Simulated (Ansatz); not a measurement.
## Geometry relaxation of C (part 2 of 2)

C (slab, 6 atoms in the cell); DFT LDA, scalar-relativistic, plane waves, PAW, no spin polarisation (Ansatz 0.2.0); cutoff 420 eV, 18×18×1 k-mesh, Gaussian smearing of 0.1 eV. The structure derives from a Materials Project entry.

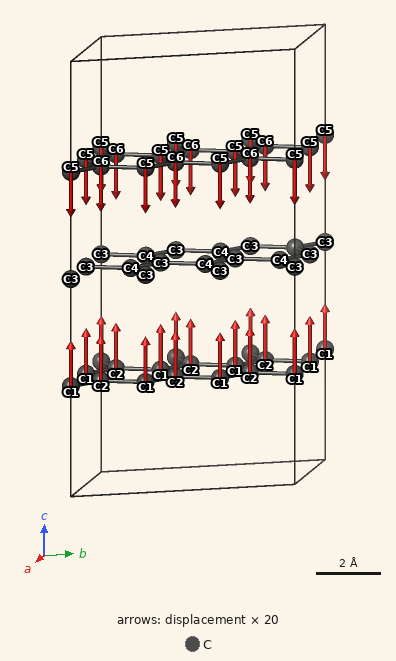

Figure 1. The starting structure with the displacements (without the part carried along by the change of the cell) as red arrows, magnified 20 times (ball-and-stick view of the 2 × 3 repeat of the cell, with the vacuum cut short, seen slightly off an axis). The energy falls by 4.9 meV per atom in 5 geometry steps. The largest force component goes from 0.0085 to under 0.0001 eV/Å. The basis was re-selected once at an unchanged geometry, which shifts the energy a little without any move. The largest moves relative to the cell, 0.072 Å, are those of C1, C2, C5 and C6. In the plane the drawn cell goes a 4.930 → 4.890 Å (−0.8 %), b 7.396 → 7.335 Å (−0.8 %). Among the contacts that change: C1–C2 1.423 → 1.412 Å. The energy change given includes the shifts at the re-selections in mid-walk, which come without any move. A last SCF at the same geometry on a re-selected plane-wave basis shifts the energy by +0.0 meV per atom. (Atoms are counted from 1 in the order of the input.)

```
basis re-selected at this cell: Δ(F+E_penalty+E_count) = +3.768e-5 eV, ΔP = -0.001 N/m vs the last step (what re-selecting the basis moved, of the pressure what is left beyond the Pulay correction that the steps carried, after the strain that the cell walked since its last selection, with what the two solves' SCF thresholds leave and, on support functions, any second-order correction that the steps lacked; it is no measure of the basis error at this ecutwfc). This SCF's stress stands 6.66e-3 N/m from its target on what of the cell is left free (relax.cell.stress_2d_tol is 2.00e-2 N/m) and its largest allowed force component is 8.06e-5 eV/Å (relax.f_tol is 5.00e-3 eV/Å): within both
WARN: The output density's exchange-correlation potential varies sharply where the density is thin. Do not read a vacuum level from v_tot or v_xc, or from such a field of the output density. On a cell that repeats whose density bears no net charge and no dipole along the vacuum's axis use v_es (v_loc + v_h of the components); under efield.dipole_correction with no amplitude use v_es + v_field, which holds any external_charges[].barrier, or the levels of the report's work_function block, which leave it out; under a non-zero efield.amplitude the vacuum is tilted and has no level; on a cell that repeats and bears such a dipole with no correction it is tilted too, and efield.dipole_correction with no amplitude gives each side of its ramp a level where efield: is served; in a cell that repeats whose density bears a net charge (total_charge, or a fill off its count) it is curved and has none; of a slab under crystal.periodic whose density bears no net charge use v_es, which has a level on each side, short of where the two are joined; of another it falls or rises all the way out and has none; of a slab beside external_charges read slab_vacuum_level instead, which it has where they leave it neutral. The grid or the basis barely resolves most such structure, and the values can differ between equally converged runs; as a rule a tighter scf.convergence.dr2_threshold does not remove it. Where the density itself ripples (under the LDA too) a higher basis.ecutwfc lessens it. The files hold the spikes' plane waves up to the density's cutoff. Files: v_tot_of_output_density and the like, and their columns of v_z.tsv (output.write_potential); v_xc_of_output_density and the like, and their columns of v_comp_z.tsv (output.write_potential_components). Measured: with its Gaussian average of σ = 0.25 Å subtracted twice, the exchange-correlation potential is over 0.1 eV at 22 of the grid points where the equally averaged density (valence and model cores) is under 1e-3 e/Å³, and 0.172 eV at the most among them, at an averaged density of 1.8e-5 e/Å³. The input density's (outcome.potential() and, of a run that writes arrays, v_tot and v_xc) is over 0.1 eV, so measured, at 22 points of its own thin density, 0.172 eV at the most. See output.write_potential in the manual, Limitations
SCF converged after 5 iterations
Free energy (F): -1457.850584 eV
Harris-Foulkes:  -1457.850584 eV  (|F-HF|=7.05e-12)
Internal energy: -1457.849204 eV  (E = F + TS)
E sigma→0 (E₀):  -1457.849894 eV
Entropy (-TS):   -0.001380 eV (-0.230 meV/atom)
Fermi energy:    -4.520706 eV
--- Per-component energies (eV) ---
  E_band       = -327.663481
  E_kinetic    = 549.206623
  E_local      = -68466.965498  (includes V_loc(G=0)·N_el)
  E_nonlocal   = 171.444969
  E_hartree    = 33910.353400
  E_xc         = -285.938267
  E_vxc        = -355.533527  (∫ρ·V_xc dr)
  E_paw        = -551.786594  (= ΣΔE_a)
  E_vpaw       = -46.522997  (= ΣTr[D̂ρ^β])
  E_aug_tail   = 0.000056  (compensation charges beyond the density's cutoff)
  E_ewald      = 33215.459113
  E_core_change = 0.376995  (= ΣΔE_core)
  E_smearing   = -0.001380  (= −TS)
  E_closure    = -0.000000  (closes the sum)
  Σ components = -1457.850584   (vs F -1457.850584, Δ=0.00e0)
--- Forces (eV/Å), atoms counted from 1 ---
  atom   1  C      0.00000000    -0.00000000     0.00008063
  atom   2  C     -0.00000000     0.00000000    -0.00007282
  atom   3  C      0.00000000     0.00000000     0.00000000
  atom   4  C      0.00000000    -0.00000000    -0.00000000
  atom   5  C      0.00000000    -0.00000000    -0.00008063
  atom   6  C     -0.00000000     0.00000000     0.00007282
  max |Σ_I F_I| component: 1.48e-16 eV/Å
--- 2D stress c σ (N/m, compression-positive) ---
        0.006664       0.000000      -0.000000
        0.000000       0.006664      -0.000000
       -0.000000      -0.000000       0.000000
  P = ½ c Tr σ = 0.0067 N/m
--- Band table (eV; the first three rows and the last of 37) ---
  k-point 0: bands = ["-24.1153", "-24.0004", "-23.8716", "-13.0421", "-12.3338", "-11.5334", "-7.5146", "-7.5146", "-7.5113", "-7.5113", "-7.4945", "-7.4945", "-0.9925 (-0.9926°)", "-0.7092 (-0.7095°)", "0.2276", "0.3445", "0.8572", "1.4410"]
  k-point 1: bands = ["-24.0412", "-23.9269", "-23.7986", "-12.9510", "-12.2446", "-11.4467", "-7.8098", "-7.8046", "-7.7854", "-7.6767", "-7.6722", "-7.6538", "-0.8948 (-0.8949°)", "-0.6094 (-0.6098°)", "0.3289", "0.4473", "0.9531", "1.5422"]
  k-point 2: bands = ["-23.8192", "-23.7066", "-23.5800", "-12.6786", "-11.9778", "-11.1872", "-8.6242", "-8.6134", "-8.5882", "-8.1063", "-8.0991", "-8.0777", "-0.6017 (-0.6017°)", "-0.3103 (-0.3107°)", "0.6324", "0.7556", "1.2411", "1.8458"]
  k-point 36: bands = ["-17.0282", "-16.9585", "-16.9561", "-16.9544", "-16.9425", "-16.8770", "-15.2760", "-15.2726", "-15.2609", "-5.0183", "-4.5316", "-4.5267", "-4.5183", "-4.5061", "-3.9819", "5.5885", "5.7576", "6.1268"]
  ° read free of the cell's end (the report's vacuum.weakly_bound_levels)
--- Relaxed structure (6 steps of the walk, 6 accepted, 2 SCFs on fresh bases) ---
  F+E_penalty+E_count = -1457.85058389 eV   max|allowed force component| = 8.063e-5 eV/Å   (the final SCF, on the basis selected at the relaxed cell)
  cell:  # Å, volume = 204.4093 Å³
    - [2.444840628676357, 2.1374282190954856e-34, 5.346896999938836e-82]
    - [-1.2224203143381784, 2.117294092638043, 5.990472087989492e-82]
    - [8.564938004251927e-81, 1.602530252569477e-80, 39.4883459114]
  atoms:
    - { symbol: C, position: [-1.9047846964843706e-17, -1.2335811384544523e-17, 0.4159548083691] }
    - { symbol: C, position: [0.6666666666666667, 0.33333333333333337, 0.4159412859178038] }
    - { symbol: C, position: [-1.8503717079240003e-17, -1.233581138454435e-17, 0.5] }
    - { symbol: C, position: [0.33333333333333337, 0.6666666666666669, 0.5] }
    - { symbol: C, position: [-1.7959587193636457e-17, -1.2335811384544504e-17, 0.5840451916309001] }
    - { symbol: C, position: [0.6666666666666667, 0.33333333333333337, 0.5840587140821961] }
```

**Trajectory as extended XYZ (Å, eV, eV/Å), 8 frames, from step=1 to step=8**
```
6
Lattice="2.4652 0.0000 0.0000 -1.2326 2.1349 0.0000 0.0000 0.0000 39.4883" Properties=species:S:1:pos:R:3:forces:R:3 step=1 energy=-1457.82102
C     0.0000    0.0000   16.3529    0.0000   0.0000   0.0085
C     1.2326    0.7116   16.3524    0.0000   0.0000   0.0071
C     0.0000    0.0000   19.7442    0.0000   0.0000   0.0000
C     0.0000    1.4233   19.7442    0.0000   0.0000   0.0000
C     0.0000    0.0000   23.1355    0.0000   0.0000  -0.0085
C     1.2326    0.7116   23.1359    0.0000   0.0000  -0.0071
6
Lattice="2.4516 0.0000 0.0000 -1.2258 2.1232 0.0000 0.0000 0.0000 39.4883" Properties=species:S:1:pos:R:3:forces:R:3 step=2 energy=-1457.84964
C     0.0000    0.0000   16.4313    0.0000   0.0000  -0.0003
C     1.2258    0.7077   16.4308    0.0000   0.0000  -0.0020
C     0.0000    0.0000   19.7442    0.0000   0.0000   0.0000
C     0.0000    1.4155   19.7442    0.0000   0.0000   0.0000
C     0.0000    0.0000   23.0570    0.0000   0.0000   0.0003
C     1.2258    0.7077   23.0575    0.0000   0.0000   0.0020
6
Lattice="2.4447 0.0000 0.0000 -1.2224 2.1172 0.0000 0.0000 0.0000 39.4883" Properties=species:S:1:pos:R:3:forces:R:3 step=3 energy=-1457.85392
C     0.0000    0.0000   16.4147    0.0000   0.0000  -0.0001
C     1.2224    0.7057   16.4141    0.0000   0.0000   0.0031
C     0.0000    0.0000   19.7442    0.0000   0.0000   0.0000
C     0.0000    1.4114   19.7442    0.0000   0.0000   0.0000
C     0.0000    0.0000   23.0736    0.0000   0.0000   0.0001
C     1.2224    0.7057   23.0742    0.0000   0.0000  -0.0031
6
Lattice="2.4451 0.0000 0.0000 -1.2225 2.1175 0.0000 0.0000 0.0000 39.4883" Properties=species:S:1:pos:R:3:forces:R:3 step=4 energy=-1457.85389
C     0.0000    0.0000   16.4203    0.0000   0.0000   0.0007
C     1.2225    0.7058   16.4198    0.0000   0.0000   0.0006
C     0.0000    0.0000   19.7442    0.0000   0.0000   0.0000
C     0.0000    1.4117   19.7442    0.0000   0.0000   0.0000
C     0.0000    0.0000   23.0680    0.0000   0.0000  -0.0007
C     1.2225    0.7058   23.0685    0.0000   0.0000  -0.0006
6
Lattice="2.4450 0.0000 0.0000 -1.2225 2.1175 0.0000 0.0000 0.0000 39.4883" Properties=species:S:1:pos:R:3:forces:R:3 step=5 energy=-1457.85390
C     0.0000    0.0000   16.4255    0.0000   0.0000  -0.0002
C     1.2225    0.7058   16.4250    0.0000   0.0000   0.0000
C     0.0000    0.0000   19.7442    0.0000   0.0000   0.0000
C     0.0000    1.4116   19.7442    0.0000   0.0000   0.0000
C     0.0000    0.0000   23.0628    0.0000   0.0000   0.0002
C     1.2225    0.7058   23.0634    0.0000   0.0000   0.0000
6
Lattice="2.4450 0.0000 0.0000 -1.2225 2.1175 0.0000 0.0000 0.0000 39.4883" Properties=species:S:1:pos:R:3:forces:R:3 step=6 energy=-1457.85058
C     0.0000    0.0000   16.4255    0.0000   0.0000  -0.0001
C     1.2225    0.7058   16.4250    0.0000   0.0000   0.0001
C     0.0000    0.0000   19.7442    0.0000   0.0000   0.0000
C     0.0000    1.4116   19.7442    0.0000   0.0000   0.0000
C     0.0000    0.0000   23.0628    0.0000   0.0000   0.0001
C     1.2225    0.7058   23.0634    0.0000   0.0000  -0.0001
6
Lattice="2.4448 0.0000 0.0000 -1.2224 2.1173 0.0000 0.0000 0.0000 39.4883" Properties=species:S:1:pos:R:3:forces:R:3 step=7 energy=-1457.85062
C     0.0000    0.0000   16.4254    0.0000   0.0000   0.0001
C     1.2224    0.7058   16.4248    0.0000   0.0000  -0.0001
C     0.0000    0.0000   19.7442    0.0000   0.0000   0.0000
C     0.0000    1.4115   19.7442    0.0000   0.0000   0.0000
C     0.0000    0.0000   23.0630    0.0000   0.0000  -0.0001
C     1.2224    0.7058   23.0635    0.0000   0.0000   0.0001
6
Lattice="2.4448 0.0000 0.0000 -1.2224 2.1173 0.0000 0.0000 0.0000 39.4883" Properties=species:S:1:pos:R:3:forces:R:3 step=8 energy=-1457.85058
C     0.0000    0.0000   16.4254    0.0000   0.0000   0.0001
C     1.2224    0.7058   16.4248    0.0000   0.0000  -0.0001
C     0.0000    0.0000   19.7442    0.0000   0.0000   0.0000
C     0.0000    1.4115   19.7442    0.0000   0.0000   0.0000
C     0.0000    0.0000   23.0630    0.0000   0.0000  -0.0001
C     1.2224    0.7058   23.0635    0.0000   0.0000   0.0001
```

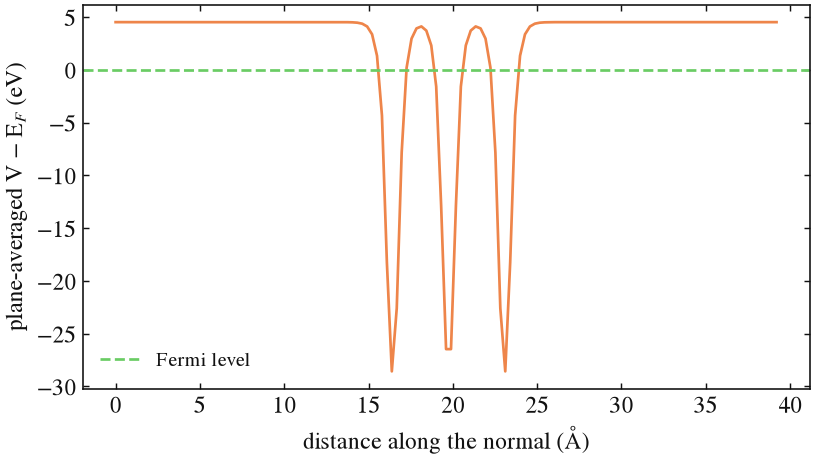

Figure 2. Plane average of the electrostatic potential energy of an electron across the cell, from the Fermi level. The vacuum level lies 4.52 eV above the Fermi level.

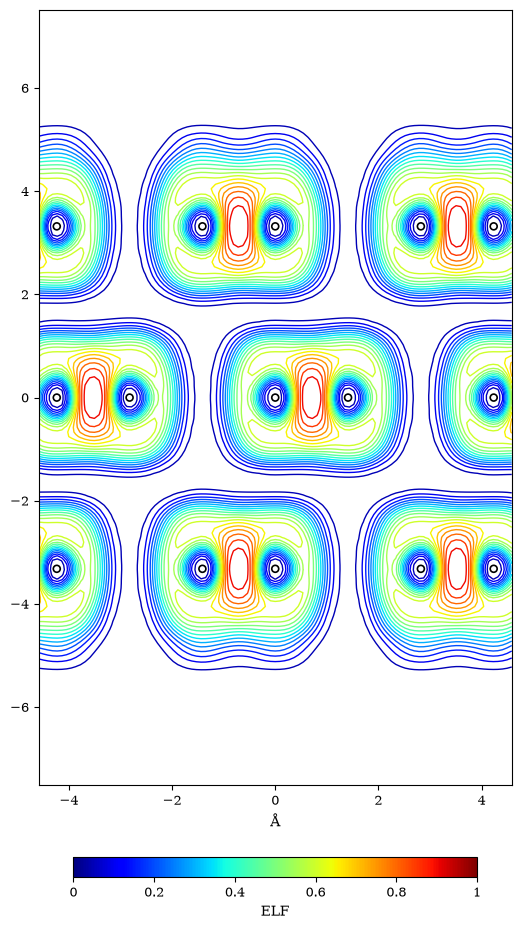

Figure 3. ELF on the (110) plane of the calculation cell, a cut from vacuum to vacuum. Circles mark the nuclei in the plane (C). The plane passes through C nuclei. C–C (1.41 Å): the ELF peaks at about 0.95 between the atoms (localised, shared-pair bonding). The fields are those of the smooth PAW valence density.

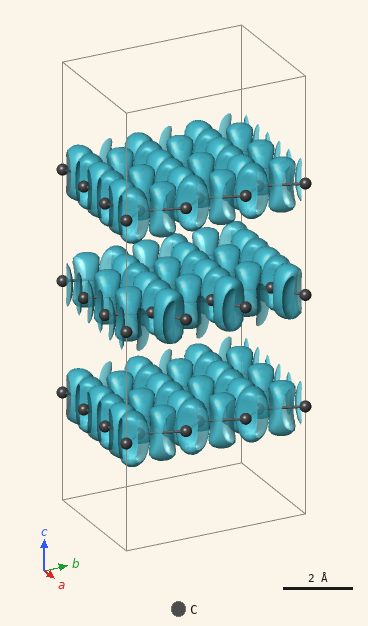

Figure 4. Isosurface of the electron localisation function at 0.7 (cyan), seen slightly off an axis. Only the valence region is drawn (cores and ρ < 0.01 e/Å³ removed). Sticks mark near contacts. Counts are for one cell; the picture repeats the cell along the surface.  Values along the shortest contacts: C–C (1.41 Å): the ELF peaks at about 0.95 between the atoms (a covalent bond).

The run was set up as follows.

**Input file**
```yaml
crystal:
  lattice:
    - [2.4651680862, 0.0, 0.0]
    - [-1.2325840431, 2.1348981873, 0.0]
    - [0.0, 0.0, 39.4883459114]
  atoms:
    - { symbol: C, position: [0.0, 0.0, 0.414119026] }
    - { symbol: C, position: [0.6666666667, 0.3333333333, 0.4141082051] }
    - { symbol: C, position: [0.0, 0.0, 0.5] }
    - { symbol: C, position: [0.3333333333, 0.6666666667, 0.5] }
    - { symbol: C, position: [0.0, 0.0, 0.585880974] }
    - { symbol: C, position: [0.6666666667, 0.3333333333, 0.5858917949] }
  periodic: [true, true, false]
basis:
  ecutwfc: 420
kpoints:
  mp_grid: { grid: [18, 18, 1] }
hamiltonian:
  xc: lda
scf:
  occupations: { method: gaussian, width: 0.1 }
output:
  forces: true
  stress: true
  eigenvalues: true
  write_density: true
  write_potential: true
  elf: true
  volumetric_format: npy
relax:
  adjacent_minimum: "off"
  f_tol: 0.005
  max_steps: 50
  cell: { stress_2d_tol: 0.02 }
```

Launched with:
```bash
ansatz run input.yaml --threads 1 --pin off --max-ram 2560MiB --backend cpu --events-out ev --progress --plain --runs-dir out
```

**Results in brief**

| quantity | value |
| --- | --- |
| outcome | converged |
| electrons treated | 24 |
| free energy | −1457.8506 eV |
| work function, top face | 4.52 eV |
| work function, bottom face | 4.52 eV |
| Fermi energy | −4.521 eV |
| gap on the k-point mesh | none (metallic) |
| final volume | 204.41 Å³ |
| work function (upper face) | 4.52 eV |
| largest force (length of the vector) at the end | under 0.001 eV/Å |
| hardware | 1 thread of Intel Xeon (Granite Rapids), 192 GiB of memory available, shared host |
| wall time | 74 s |
| peak memory | 0.45 GiB |

Warnings of the run: the exchange-correlation potential is rough where the density is thin.
